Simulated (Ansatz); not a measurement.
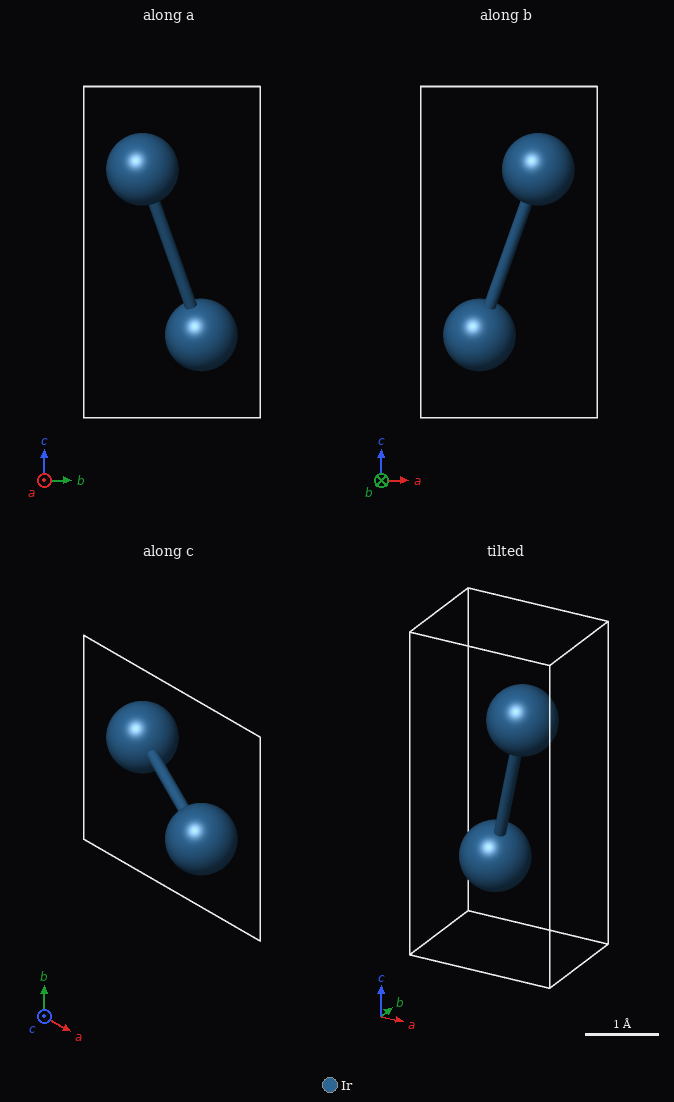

Ball-and-stick drawing of the structure, looking along the a axis, along the b axis, along the c axis and slightly off an axis. Thin lines show the conventional unit cell, with boundary atoms drawn in all their periodic places.

Lattice parameters: a = 2.7978 Å, b = 2.7978 Å, c = 4.5463 Å, α = 90.000°, β = 90.000°, γ = 120.000°.

> Convert the drawing into a CIF in P1 with every atom of the cell.

```cif
data_structure
_symmetry_space_group_name_H-M 'P 1'
_symmetry_Int_Tables_number 1
_cell_length_a 2.7978
_cell_length_b 2.7978
_cell_length_c 4.5463
_cell_angle_alpha 90.000
_cell_angle_beta 90.000
_cell_angle_gamma 120.000
_cell_volume 30.82
loop_
_atom_site_label
_atom_site_type_symbol
_atom_site_fract_x
_atom_site_fract_y
_atom_site_fract_z
_atom_site_occupancy
Ir1 Ir 0.3333 0.6667 0.2500 1
Ir2 Ir 0.6667 0.3333 0.7500 1
```

It goes back to a structure type filled with this element by a generator (whether the element takes this form wasn't checked). Earlier steps of the study may have refined or changed the cell and positions. Ansatz was used for an electronic-structure calculation on it.

At this level of theory the cell isn't at rest (stretched, at -24 GPa), so its distances can differ from those at equilibrium, the more so the softer the solid.
